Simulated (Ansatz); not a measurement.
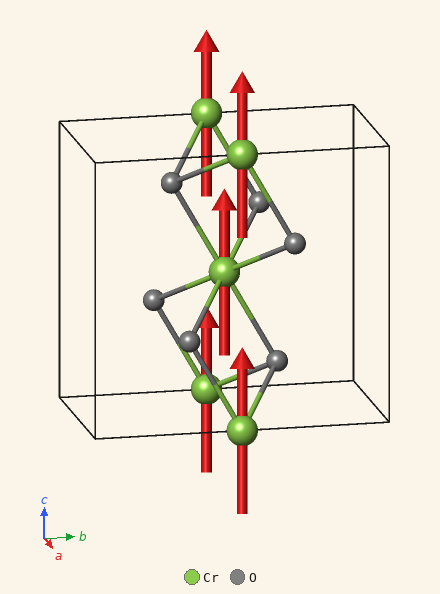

Ball-and-stick model, viewed slightly off an axis. Atoms at the boundary of the simulation cell (the box) are drawn once for each face, edge or corner they touch. Arrows are the site magnetic moments above 0.25 μB (those induced on non-metal atoms are left out); longer means larger, and red and blue are up and down (without spin-orbit coupling the axis itself is arbitrary).

This is the state reached for CrO$_{2}$. Computational set-up: DFT PBE, scalar-relativistic, plane waves, PAW in Ansatz, cutoff 420 eV, k-grid 10×6×6, Gaussian smearing of 0.1 eV, collinear spins.

How are the moments ordered?

Answer. Ferromagnetic (within this cell). Site moments: 2 Cr +1.7 μB. The net spin moment of the whole cell is 4.0 μB, including what lies between the atoms and on sites without an arrow.

The structure was taken from a structure listed in the Materials Project, with elements exchanged, so it need not be a known form of the compound. The geometry was optimised with Ansatz 0.2.0, DFT PBE, scalar-relativistic, plane waves, PAW.
